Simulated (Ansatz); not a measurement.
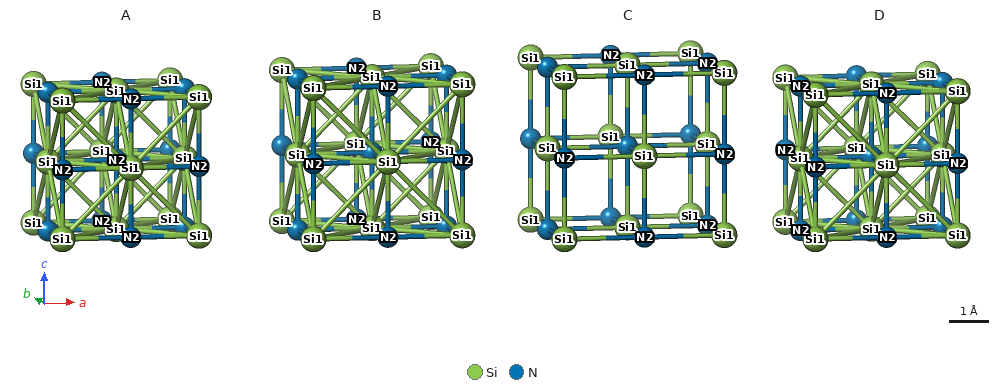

4 geometries from one relaxation of a crystal of SiN (a generated structure, set up in Fm-3m) (coarse preliminary run), in shuffled order. Style: ball-and-stick. Shown: the conventional cell (4 times the calculation's cell), slightly off an axis. Lengths and directions refer to the drawn axes.

Case: Ti → Si on all its sites, cell and atoms relaxed.

All numbers below come from Ansatz, DFT PBEsol, scalar-relativistic, plane waves, PAW. Set-up: plane-wave cutoff 420 eV; k-point mesh 10 × 10 × 10; occupations gaussian; smearing width 0.1 eV; no spin polarisation; cell and atoms relaxed; force threshold 0.05 eV/Å; at most 60 steps.

Order the frames from highest to lowest energy.

Answer. A, D, B, C. They are steps 0, 1, 2, 10, at +1577 meV per atom, +853 meV per atom, +337 meV per atom relative to the last. No atom moves by more than 0.005 Å relative to the cell. The drawn cell changes as follows: a = b = c 3.606 → 4.221 Å (+17.0 %); the volume changes by +60.3 %. Near-neighbour distances that change, for instance: Si1–Si1 2.550 → 2.985 Å, Si1–N2 1.803 → 2.110 Å. The space group stays Fm-3m (No. 225). Over 8 accepted moves (10 points after the start) the energy falls by 1577 meV per atom. All forces vanish by symmetry, so only the cell relaxes. Pressure: 199.91 GPa at the start and 0.02 GPa at the end. At 2 points the geometry stayed and the basis and grid were re-selected for the new cell (energy shift of 96.4 meV per atom at most each time). The run took 14 s on 1 thread of Arm Neoverse N1 (shared host), peak memory 0.26 GiB.
